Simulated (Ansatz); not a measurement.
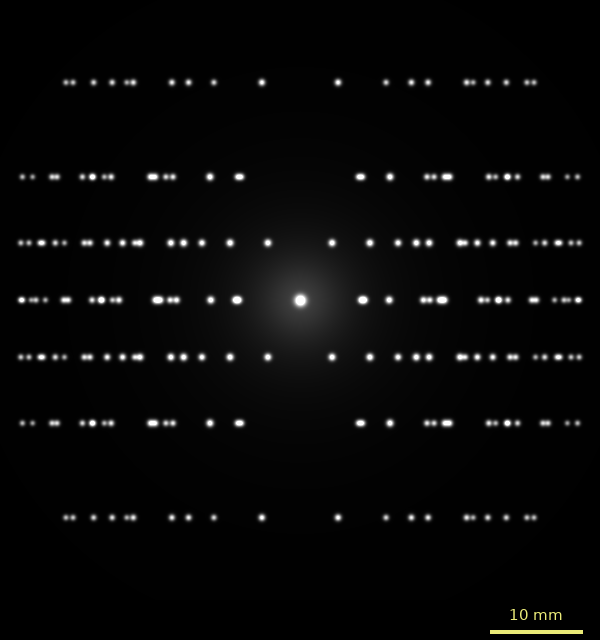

Simulated X-ray rotation photograph: Mo Kα radiation (λ = 0.7107 Å), cylindrical film of radius 28.65 mm unrolled, rotation axis vertical and normal to the beam, kinematic intensities without Lorentz or polarisation factors, the film spanning ±63° about the beam; spots down to d = 0.67 Å.

What lattice repeat along the rotation axis do the layer lines give?

Answer. The first layer line lies 6.3 mm from the equator, so tan ν = 0.219, sin ν = 0.213 and the period is λ/sin ν = 3.33 Å. Further lines follow at 13.5, 23.9 mm.

The crystal is GdN, space group P-6m2 (No. 187), a = 3.33 Å, c = 3.03 Å (hexagonal axes). Structure: the end point of a relaxation at fixed volume with Ansatz, DFT PBEsol, scalar-relativistic, plane waves, PAW; the starting structure was generated, so it need not be a known form of this composition.

About which axis was it rotated?

Answer. About [100] (or an equivalent direction), whose length in the conventional cell is 3.329 Å.
